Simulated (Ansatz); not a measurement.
**FeSi₁₆: nudged elastic band (part 3 of 4)**

FeSi₁₆ (defect cell, 17 atoms in the cell); DFT r2SCAN, scalar-relativistic, plane waves, PAW, PAW set soft_1, spin-polarised (Ansatz 0.2.0); cutoff 500 eV, 2×2×2 k-mesh, Gaussian smearing of 0.05 eV, collinear spins. The run did not end well. One setting was made poor on purpose. It belongs to a series of runs on one base structure; here: band between the two ends. The run did not end well; see the last part.

Geometry of the input (Å; fractional positions):
```
0.0000  5.4300  5.4300
5.4300  0.0000  5.4300
5.4300  5.4300  0.0000
Si -0.0030  0.0019  0.0019
Si 0.1251  0.1248  0.1249
Si -0.0041  0.0021  0.4987
Si 0.1241  0.1242  0.6253
Si -0.0041  0.4986  0.0022
Si 0.1242  0.6252  0.1242
Si 0.0080  0.4964  0.4964
Si 0.1213  0.6257  0.6258
Si 0.4983  0.0007  0.0009
Si 0.6225  0.1252  0.1254
Si 0.5037  -0.0019  0.4995
Si 0.6215  0.1259  0.6278
Si 0.5037  0.4993  -0.0018
Si 0.6215  0.6277  0.1261
Si 0.5016  0.5001  0.5002
Si 0.6347  0.6222  0.6224
Fe 0.2568  0.7464  0.7464
```

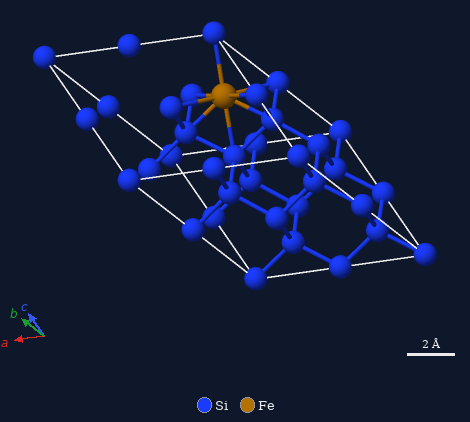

Figure 1. The input geometry (ball-and-stick view of the cell of the calculation, seen at an oblique angle). An atom can appear more than once, as a periodic image.

**Output, continued**
```
NEB image 3
preconditioner: auto → Kerker (q_TF=auto, 2.165 Å⁻¹)  [metal: Δε(μ)=0.006 eV  Ē_g=8.162 eV  σ=0.050 eV  W_gap=0.06  n_scr=58 (ndim 8)  ℏωp=17.6 eV  f_vac=0.000  D(μ)=4.86/eV (n_scr^D=26)]
spin=Collinear: Kerker preconditioning applied to the charge; magnetization (m = ρ↑ − ρ↓) channel mixes plain (no charge-response kernel on spin).
the SCF closed 0.15 meV above the free energy of iteration 7 of the SCF that came to this state, or of a state that it met there and left: the closed state is not the lowest of this functional
NEB iter   2: max|band force component| = 7.878e-1 eV/Å  barrier→ = 0.6265 eV  barrier← = 0.6265 eV  Δτ_max = 0.0293 Å  (42 SCF iters)
[... from here on the SCF iterations and repeated set-up lines of each step are left out, up to the last step ...]
NEB image 1
NEB image 2
NEB image 3
NEB iter   3: max|band force component| = 7.114e-1 eV/Å  barrier→ = 0.5739 eV  barrier← = 0.5739 eV  CI = image 1  Δτ_max = 0.0311 Å  (54 SCF iters)
NEB image 1
NEB image 2
NEB image 3
NEB iter   4: max|band force component| = 7.191e-1 eV/Å  barrier→ = 0.5889 eV  barrier← = 0.5889 eV  CI = image 1  Δτ_max = 0.0038 Å  (60 SCF iters)
NEB image 1
NEB image 2
NEB image 3
NEB iter   5: max|band force component| = 7.189e-1 eV/Å  barrier→ = 0.5906 eV  barrier← = 0.5906 eV  CI = image 1  Δτ_max = 0.0076 Å  (22 SCF iters)
NEB image 1
NEB image 2
NEB image 3
NEB iter   6: max|band force component| = 7.153e-1 eV/Å  barrier→ = 0.5947 eV  barrier← = 0.5947 eV  CI = image 1  Δτ_max = 0.0116 Å  (36 SCF iters)
NEB image 1
NEB image 2
NEB image 3
NEB iter   7: max|band force component| = 7.046e-1 eV/Å  barrier→ = 0.6029 eV  barrier← = 0.6029 eV  CI = image 1  Δτ_max = 0.0159 Å  (39 SCF iters)
  M     (μB):  +2.2500  +2.2500  +2.4989  +2.2500  +2.2500
  M_abs (μB):   2.9476   3.0829   3.0116   3.0996   2.9474
NEB image 1
preconditioner: auto → Resta (q_TF=auto, 2.165 Å⁻¹)  ε∞=5.7  [insulator: Δε(μ)=0.141 eV  Ē_g=8.158 eV  σ=0.050 eV  W_gap=0.56  n_scr=58 (ndim 8)  ℏωp=17.6 eV  f_vac=0.000  D(μ)=3.58/eV (n_scr^D=14)  ε∞_Penn≈5.7]
spin=Collinear: Resta preconditioning applied to the charge; magnetization (m = ρ↑ − ρ↓) channel mixes plain (no charge-response kernel on spin).
NEB image 2
preconditioner: auto → Resta (q_TF=auto, 2.165 Å⁻¹)  ε∞=5.7  [insulator: Δε(μ)=0.097 eV  Ē_g=8.153 eV  σ=0.050 eV  W_gap=0.82  n_scr=58 (ndim 8)  ℏωp=17.6 eV  f_vac=0.000  D(μ)=1.64/eV (n_scr^D=0)  ε∞_Penn≈5.7]
spin=Collinear: Resta preconditioning applied to the charge; magnetization (m = ρ↑ − ρ↓) channel mixes plain (no charge-response kernel on spin).
NEB image 3
preconditioner: auto → Resta (q_TF=auto, 2.165 Å⁻¹)  ε∞=5.7  [insulator: Δε(μ)=0.095 eV  Ē_g=8.160 eV  σ=0.050 eV  W_gap=0.57  n_scr=58 (ndim 8)  ℏωp=17.6 eV  f_vac=0.000  D(μ)=3.88/eV (n_scr^D=14)  ε∞_Penn≈5.7]
spin=Collinear: Resta preconditioning applied to the charge; magnetization (m = ρ↑ − ρ↓) channel mixes plain (no charge-response kernel on spin).
NEB iter   8: max|band force component| = 6.863e-1 eV/Å  barrier→ = 0.6163 eV  barrier← = 0.6163 eV  CI = image 1  Δτ_max = 0.0203 Å  (41 SCF iters)
  M     (μB):  +2.2500  +2.2500  +2.4989  +2.2500  +2.2500
  M_abs (μB):   2.9476   3.0763   3.0091   3.0966   2.9474
NEB image 1
preconditioner: auto → Resta (q_TF=auto, 2.165 Å⁻¹)  ε∞=5.7  [insulator: Δε(μ)=0.146 eV  Ē_g=8.158 eV  σ=0.050 eV  W_gap=0.53  n_scr=58 (ndim 8)  ℏωp=17.6 eV  f_vac=0.000  D(μ)=3.76/eV (n_scr^D=14)  ε∞_Penn≈5.7]
spin=Collinear: Resta preconditioning applied to the charge; magnetization (m = ρ↑ − ρ↓) channel mixes plain (no charge-response kernel on spin).
[...]
SCF iter  56: F=-14707.393569 eV  HF=-14707.394253 eV  |F-HF|=6.85e-4  |Δ(HF+E_count)|=   9.72e-5  Δρ=4.78e-4 (↑1.23e-5 ↓4.78e-4)  dr2=9.09e-4  dr2_τ=5.35e-6  dr2_m=1.71e-4  M=2.250 μB ∫|m|=3.064 μB  β_m=1.20  ethr=1.00e-8  ⟨swp⟩=2.7  Hψ=1513  notcnv=0  defer=1  κ⁻¹=6.6e-6(r=8)
SCF iter  57: F=-14707.393496 eV  HF=-14707.394195 eV  |F-HF|=6.99e-4  |Δ(HF+E_count)|=   5.84e-5  Δρ=4.76e-4 (↑1.25e-5 ↓4.76e-4)  dr2=9.14e-4  dr2_τ=5.31e-6  dr2_m=1.70e-4  M=2.250 μB ∫|m|=3.063 μB  β_m=1.20  ethr=1.00e-8  ⟨swp⟩=1.0  Hψ=2717  notcnv=0  κ⁻¹=1.8e-4(r=8)
SCF iter  58: F=-14707.385151 eV  HF=-14707.390798 eV  |F-HF|=5.65e-3  |Δ(HF+E_count)|=   3.40e-3  Δρ=1.42e-3 (↑2.32e-5 ↓1.42e-3)  dr2=7.81e-3  dr2_τ=4.69e-5  dr2_m=1.50e-3  M=2.250 μB ∫|m|=3.073 μB  β_m=1.20  ethr=1.00e-8  ⟨swp⟩=1.0  Hψ=3928  notcnv=0  κ⁻¹=1.0e-6(r=8)
SCF iter  59: F=-14707.393784 eV  HF=-14707.394680 eV  |F-HF|=8.96e-4  |Δ(HF+E_count)|=   3.88e-3  Δρ=5.42e-4 (↑1.17e-5 ↓5.42e-4)  dr2=1.18e-3  dr2_τ=6.91e-6  dr2_m=2.17e-4  M=2.250 μB ∫|m|=3.051 μB  β_m=1.20  ethr=1.00e-8  ⟨swp⟩=1.2  Hψ=4062  notcnv=0  κ⁻¹=7.5e-7(r=8)
```

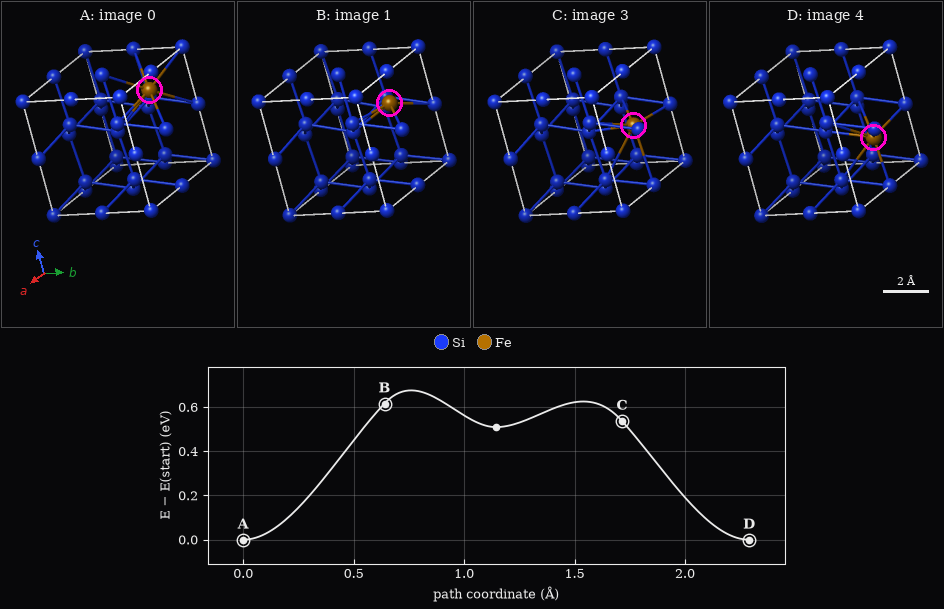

Figure 2. Images of the last band (counted from 0; ball-and-stick, reduced simulation cell, seen slightly off an axis), with the moving atom and its periodic copies ringed, above the energy along the path; the line is a cubic interpolation that uses the forces. The highest image is number 1, 0.616 eV above the start and 0.616 eV above the end (the climbing image); start and end have the same energy. A further maximum stands at image 3, 0.538 eV from the start. The path is 2.29 Å long, and Fe17 moves most (2.30 Å). The band had not converged after 8 iterations.

```
Step failed. What follows is not a result of the run: it is the report of the last solve that finished, which converged after 15 SCF iterations.
Magnetization: 2.2500 μB (41.1250 up, 38.8750 down)
Absolute magnetization: 3.0966 μB (∫|ρ↑−ρ↓|, with the PAW one-centre terms)
Spin contamination: 0.2765 ħ² per cell (⟨S²⟩ above its minimum at these occupations)
Per-site moments (μB) at R_I (Å): [(0.0006812082165712071, 0.9605733238625241), (0.008336212219440791, 0.9663195793779341), (0.016167655107274095, 0.951633864434479), (0.010049154882709101, 0.9605733238625241), (0.006369969763345546, 0.9598678732471088), (-0.004216292004475896, 0.9650020748691526), (0.01423424776707629, 0.9630455432190951), (-0.009515131520150964, 0.9598678732471088), (0.007026872839864626, 0.9667798548342407), (0.00825922207195361, 0.9647256515004632), (-0.0003663185876214419, 0.9436144334878063), (0.005558191421526599, 0.9492394512846769), (0.0007131623288573767, 0.9605143159929314), (0.008303084470796009, 0.9661353811405079), (0.01655084059427774, 0.9465952585167089), (0.01121572610336722, 0.9605143159929314), (2.087528061738375, 0.9436144334878063)]
Free energy (F): -14707.491427 eV
Harris-Foulkes:  -14707.491426 eV  (|F-HF|=9.96e-8)
Internal energy: -14707.486601 eV  (E = F + TS)
E sigma→0 (E₀):  -14707.489014 eV
Entropy (-TS):   -0.004826 eV (-0.284 meV/atom)
Fermi energy:    7.480251 eV
--- Per-component energies (eV) ---
  E_band       = -314.240618
  E_kinetic    = 996.189421
  E_local      = -4861.386064  (includes V_loc(G=0)·N_el)
  E_nonlocal   = 652.229125
  E_hartree    = 2105.266934
  E_xc         = -951.140057
  E_vxc        = -973.111862  (∫ρ·V_xc dr)
  E_paw        = -9693.689221  (= ΣΔE_a)
  E_vpaw       = -381.774920  (= ΣTr[D̂ρ^β])
  E_aug_tail   = -0.000948  (compensation charges beyond the density's cutoff)
  E_vtau       = 43.082624  (kinetic-family band-sum trace: ∫τ·v_τ [+ j·A + Jᵃ·Aᵃ] dr)
  E_ewald      = -2953.443388
  E_core_change = -1.512403  (= ΣΔE_core)
  E_smearing   = -0.004826  (= −TS)
  E_closure    = 0.000000  (closes the sum)
  Σ components = -14707.491427   (vs F -14707.491427, Δ=0.00e0)
--- Forces (eV/Å), atoms counted from 1 ---
  atom   1  Si     0.01497412     0.00300312    -0.01945532
  atom   2  Si     0.05433705    -0.00219380    -0.08729877
  atom   3  Si    -0.03125815     0.13468363    -0.13099073
  atom   4  Si    -0.09855408     0.04901099     0.07159773
  atom   5  Si     0.02594667     0.03078043    -0.04733733
  atom   6  Si    -0.02220055    -0.01938606     0.02323813
  atom   7  Si    -0.06993736    -0.08330238    -0.04740888
  atom   8  Si    -0.06033962    -0.02401758    -0.02541095
  atom   9  Si     0.15951608     0.15979351    -0.17091037
  atom  10  Si     0.07967439     0.08828102    -0.00420282
  atom  11  Si     0.10297164     0.10623012    -0.00287026
  atom  12  Si     0.21237085     0.22848946    -0.05804163
  atom  13  Si     0.00013330     0.03577356    -0.02272504
  atom  14  Si     0.00327714     0.05492747    -0.08299075
  atom  15  Si     0.14112599    -0.03513441    -0.13939060
  atom  16  Si     0.06071754    -0.12296278     0.04197526
  atom  17  Fe    -0.57276806    -0.60395467     0.70227459
  max |Σ_I F_I| component: 5.22e-5 eV/Å
--- Band table (eV; the first three rows and the last of 16) ---
  k-point 0 ↑: bands = ["-84.3391", "-49.1334", "-49.1087", "-49.0777", "-5.8108", "-3.3613", "-3.3208", "-3.2951", "-3.2852", "-1.5994", "-1.5080", "-1.4869", "-1.4041", "-1.3977", "-1.3614", "-0.7287", "-0.5120", "-0.5080", "-0.4860", "3.3118", "3.3685", "3.4376", "3.4632", "3.5216", "3.6270", "3.7024", "3.8784", "4.3277", "4.4346", "4.9271", "5.5268", "5.5409", "5.6449", "5.8037", "5.8661", "5.8718", "6.1940", "6.2049", "6.7592", "7.0609", "7.1497", "7.2218", "7.7082", "7.7827", "7.7836", "8.1304", "8.1884", "8.6391", "8.6776", "8.9959", "9.0739", "9.4302", "9.5465", "9.8215", "10.2006", "10.2251", "10.3047", "10.3815"]
  k-point 1 ↑: bands = ["-84.3391", "-49.1334", "-49.1087", "-49.0777", "-5.0866", "-4.8396", "-3.0021", "-2.9882", "-2.9735", "-2.8644", "-2.8252", "-2.8160", "-0.2821", "-0.0616", "-0.0320", "0.1307", "0.1481", "0.1704", "2.5262", "2.5553", "2.5935", "2.6214", "2.8362", "3.0930", "3.1194", "3.1323", "3.5985", "3.7184", "4.0667", "4.1312", "4.3952", "4.4544", "4.5644", "4.5751", "5.2394", "5.3732", "5.4397", "6.0390", "6.0522", "6.8787", "6.9024", "8.1079", "8.4547", "8.6577", "8.6681", "8.9939", "9.0710", "9.1240", "9.2811", "10.3087", "10.4441", "10.6524", "10.6546", "11.0206", "11.6128", "11.6204", "11.6383", "11.6515"]
  k-point 2 ↑: bands = ["-84.3391", "-49.1334", "-49.1087", "-49.0777", "-5.0441", "-4.8710", "-3.0729", "-2.9905", "-2.9875", "-2.8369", "-2.8199", "-2.8150", "-0.1279", "-0.0847", "0.0478", "0.0923", "0.1058", "0.1777", "2.0771", "2.5265", "2.6879", "2.7752", "2.9061", "3.0224", "3.0697", "3.1621", "3.5098", "3.8899", "3.9291", "4.0129", "4.3639", "4.5404", "4.9425", "4.9916", "5.2065", "5.3379", "5.4301", "6.1195", "6.2499", "6.3907", "6.5597", "8.1098", "8.4269", "8.5516", "8.6523", "8.7231", "8.8417", "9.1952", "9.3957", "10.4865", "10.5820", "10.7158", "10.7814", "11.4484", "11.4967", "11.6405", "11.6589", "11.7343"]
  k-point 7 ↓: bands = ["-81.1076", "-46.0641", "-46.0161", "-45.7268", "-5.0367", "-4.8790", "-3.0783", "-2.9795", "-2.9393", "-2.8439", "-2.8030", "-2.7948", "-0.1604", "-0.0236", "0.0771", "0.1316", "0.1419", "0.1988", "2.4217", "2.5861", "2.8648", "2.9591", "2.9847", "3.0880", "3.1044", "3.1662", "3.9487", "4.0964", "4.3603", "4.3746", "4.4549", "4.5353", "5.5566", "5.6802", "5.8918", "5.8986", "6.5318", "7.1946", "7.1971", "7.6352", "7.8798", "8.2771", "8.5307", "8.6422", "8.8570", "9.0139", "9.0926", "9.3701", "9.9299", "10.5406", "10.6046", "10.8639", "10.8753", "11.4401", "11.5820", "11.6766", "11.7903", "11.8231"]
End of that report.
this run last wrote the band of iteration 8 to [file]
Error: did not converge after 59 iterations: dr2 = 1.18e-3 (threshold 1.00e-7), under the density mixer `broyden`, which `scf.mixing.algorithm: auto` chose by the deck's other keys (type `scf.mixing.algorithm: broyden` to keep it); raise `scf.max_iter`, which need not help a stalled SCF, or adjust the mixing (`scf.mixing`) or, under a smearing, its width (`scf.occupations.width`, in either direction: another width is another result); dr2 rose on two iterations running: first take a smaller step (`scf.mixing.beta` and `scf.mixing.beta_mag`; the input reference at `scf.mixing.beta` says which key acts on this run); if it still does not converge, try `scf.mixing.restart: {on_increase: {damp_beta: false}}`, which clears the mixer's history after two rises (`auto`, the default, and `never` keep it); at another step of the mixing, smaller or larger, or under a restart policy an SCF can converge to a state of higher free energy: the input reference at `scf.mixing.restart` says how to compare two converged runs; this run sums exchange and correlation on more points than the dense box has (`basis.xc_grid`), where a deck that converges on the dense box may not converge: try another level (where the key is left out runs that use forces, runs that use the stress, dielectric runs by a finite field, finite-displacement phonons, runs of phonons.displacement_patterns under a GGA or a meta-GGA, phonons by method: dfpt, dielectric runs by the response, runs on support functions, runs on PAW files under a meta-GGA or a hybrid on one, runs at kind: all_electron or under a hybrid on a GGA, runs under a text's formulas of a gradient, and runs on PAW files that evaluate rPW86 or Becke's exchange or LYP's correlation can take a finer level, which can go by the root key accuracy; a number is taken as typed), or, where it is served, `1`, the dense box, on which forces and the stress change with where the atoms sit on the grid; a lower level also moves a field's Born charges, by the response (dielectric, § Limitations, in the input reference) or by a finite field; under a meta-GGA, try another mixer (`scf.mixing.algorithm: anderson`); mind that the stability of the state on which such a run converges can go unchecked at the default of `scf.lower_state_search`; see `basis.xc_grid`, Limitations
```

**The last band as extended XYZ (Å, eV, eV/Å)**
```
17
Lattice="0.0000 5.4300 5.4300 5.4300 0.0000 5.4300 5.4300 5.4300 0.0000" Properties=species:S:1:pos:R:3:forces:R:3 image=0 energy=-14708.02909
Si    0.0207   -0.0057   -0.0061    0.0014   0.0018   0.0000
Si    1.3557    1.3576    1.3568   -0.0025  -0.0028  -0.0016
Si    2.7195    2.6858   -0.0110   -0.0010  -0.0007   0.0028
Si    4.0697    4.0693    1.3480    0.0011   0.0006  -0.0027
Si    2.7192   -0.0103    2.6853    0.0008   0.0029  -0.0012
Si    4.0693    1.3486    4.0692    0.0015  -0.0031   0.0000
Si    5.3907    2.7388    2.7386   -0.0016   0.0006   0.0011
Si    6.7954    4.0563    4.0558    0.0012   0.0009   0.0009
Si    0.0087    2.7105    2.7098    0.0037   0.0006  -0.0018
Si    1.3605    4.0609    4.0598   -0.0045   0.0006   0.0023
Si    2.7019    5.4469    2.7247   -0.0004  -0.0023   0.0005
Si    4.0929    6.7837    4.0583   -0.0001   0.0024  -0.0001
Si    2.7014    2.7257    5.4463    0.0022   0.0015  -0.0028
Si    4.0930    4.0594    6.7830   -0.0012  -0.0008   0.0021
Si    5.4317    5.4403    5.4393   -0.0005  -0.0010   0.0011
Si    6.7581    6.8262    6.8253   -0.0017  -0.0017   0.0000
Fe    8.1059    5.4475    5.4474    0.0016   0.0005  -0.0006
```
